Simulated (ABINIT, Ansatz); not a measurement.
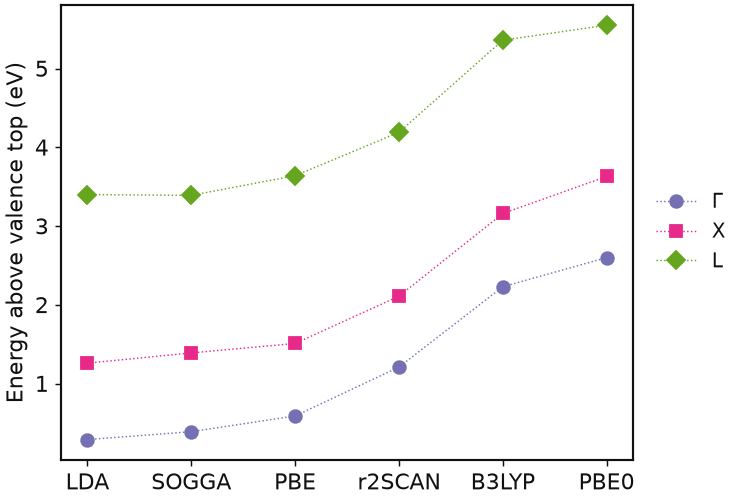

Lowest conduction level at each named k point, counted from the valence-band top at L, by several methods on one cell of rocksalt AgBr, space group Fm-3m, 2 atoms in the primitive cell; cubic a = 5.740 Å. All runs are with spin-orbit coupling and carry no moments.

> Does B3LYP shift these levels rigidly from PBE?

The shifts are +1.64 eV at Γ, +1.65 eV at X and +1.72 eV at L, and at points that aren't plotted +1.67 eV (W): over the named points that both runs hold, a spread of 0.08 eV on a mean of 1.67 eV, so one shift describes them well.

> How do the methods rank at Γ?

From low to high: LDA 0.29, SOGGA 0.39, PBE 0.59, r2SCAN 1.21, B3LYP 2.23, PBE0 2.60 eV.

> Do the methods agree on which of these conduction levels is lowest?

Yes: all put it at Γ.

```
method  program  Γ (eV)  X (eV)  L (eV)
   LDA   Ansatz    0.29    1.26    3.40
 SOGGA   ABINIT    0.39    1.39    3.39
   PBE   Ansatz    0.59    1.51    3.64
r2SCAN   Ansatz    1.21    2.11    4.19
 B3LYP   Ansatz    2.23    3.16    5.36
  PBE0   Ansatz    2.60    3.63    5.55
```

Settings. LDA: Ansatz PAW, 8×8×8 k mesh, 420 eV cutoff, Fermi-Dirac smearing of 0.05 eV (Ansatz 0.2.0). SOGGA: JTH PAW PBE v2.0, 8×8×8 k mesh, 463 eV cutoff, Fermi-Dirac smearing of 0.05 eV (ABINIT 10.8.3 (patched build)). PBE: Ansatz PAW, 8×8×8 k mesh, 420 eV cutoff, Fermi-Dirac smearing of 0.05 eV (Ansatz). r2SCAN: r2SCAN with D3(BJ) dispersion, Ansatz PAW, 8×8×8 k mesh, 500 eV cutoff, Fermi-Dirac smearing of 0.01 eV (Ansatz 0.2.0). B3LYP: B3LYP with D3(BJ) dispersion, Ansatz PAW, 4×4×4 k mesh, 420 eV cutoff, Gaussian smearing of 0.1 eV (Ansatz 0.2.0). PBE0: Ansatz PAW, 4×4×4 k mesh, 420 eV cutoff, Fermi-Dirac smearing of 0.05 eV (Ansatz 0.2.0).

These are six of the 17 methods that were run on this cell. The runs come from different programs and meshes, which adds differences of its own. LDA, SOGGA, r2SCAN, B3LYP and PBE0: the PAW data sets were made with another functional. LDA, GGA and most meta-GGA functionals understate gaps. B3LYP and PBE0: the k mesh is coarse, so the values aren't converged, least of all with exact exchange.
